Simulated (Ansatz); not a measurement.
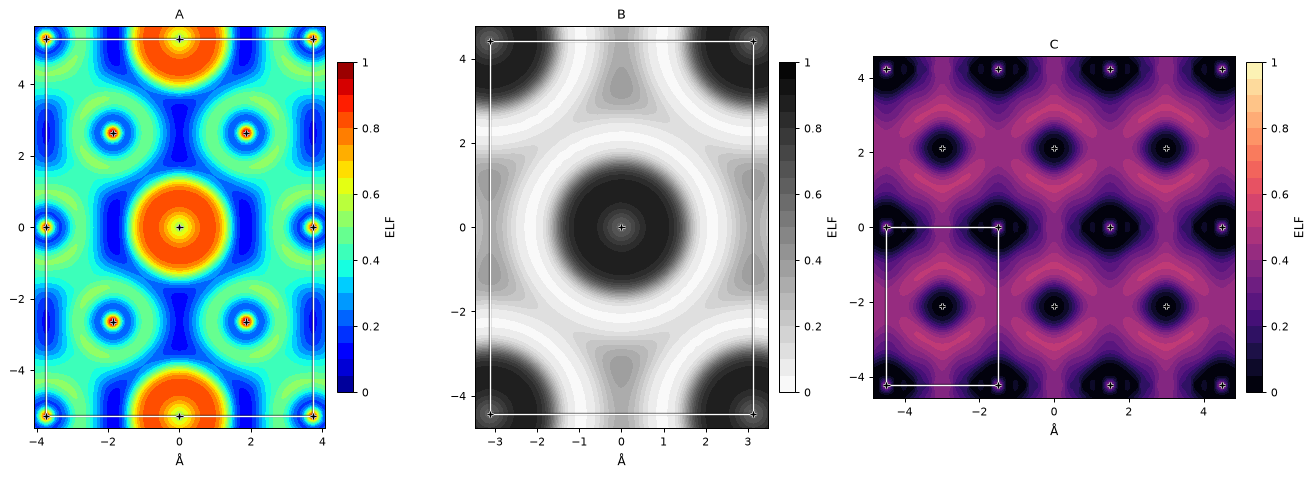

The electron localisation function of 3 systems, each on a plane through atoms (crosses mark nuclei in the plane).

Theory: Ansatz 0.2.0, Kohn-Sham DFT of a periodic cell, PBEsol, all-electron PAW datasets made for the crystal.

System 1: Sn$_{3}$Se, the (011) plane of the conventional cell. Space group Fm-3m; a structure from a database of computed crystals, not necessarily the ambient phase; computed pressure about −3 GPa in this cell.

```
Sn Se
1.0
     7.46628    0.00000    0.00000
     0.00000    7.46628    0.00000
     0.00000    0.00000    7.46628
Sn Se
12 4
Direct
  0.50000 0.00000 0.00000
  0.00000 0.50000 0.00000
  0.00000 0.00000 0.50000
  0.50000 0.50000 0.50000
  0.75000 0.25000 0.25000
  0.25000 0.75000 0.25000
  0.25000 0.25000 0.75000
  0.75000 0.75000 0.75000
  0.25000 0.25000 0.25000
  0.75000 0.75000 0.25000
  0.75000 0.25000 0.75000
  0.25000 0.75000 0.75000
  0.00000 0.00000 0.00000
  0.50000 0.50000 0.00000
  0.50000 0.00000 0.50000
  0.00000 0.50000 0.50000
```

System 2: AlRu, the (101) plane of the conventional cell. Space group Pm-3m; computed pressure about −3 GPa in this cell.

```yaml
crystal:
  lattice:
    - [2.99160, 0.00000, 0.00000]
    - [0.00000, 2.99160, 0.00000]
    - [0.00000, 0.00000, 2.99160]
  atoms:
    - { symbol: Ru, position: [0.50000, 0.50000, 0.50000] }
    - { symbol: Al, position: [0.00000, 0.00000, 0.00000] }
```

System 3: Cs, the (11̄0) plane of the conventional cell. Space group Im-3m; a structure from a database of computed crystals, not necessarily the ambient phase.

```yaml
crystal:
  lattice:
    - [6.25693, 0.00000, 0.00000]
    - [0.00000, 6.25693, 0.00000]
    - [0.00000, 0.00000, 6.25693]
  atoms:
    - { symbol: Cs, position: [0.00000, 0.00000, 0.00000] }
    - { symbol: Cs, position: [0.50000, 0.50000, 0.50000] }
```

Match each panel to its system.

Answer. Panel A is system 1, Sn$_{3}$Se: the plane holds Sn and Se. Sn–Se (3.23 Å): the ELF is about 0.25 at the midpoint; no localised pair shows between them. Panel B is system 3, Cs: the plane holds Cs. Cs–Cs (5.42 Å): the ELF is about 0.15 at the midpoint; no shared electron pair shows on this line. Panel C is system 2, AlRu: the plane holds Ru and Al. Al–Ru (2.59 Å): the ELF is about 0.40 at the midpoint.
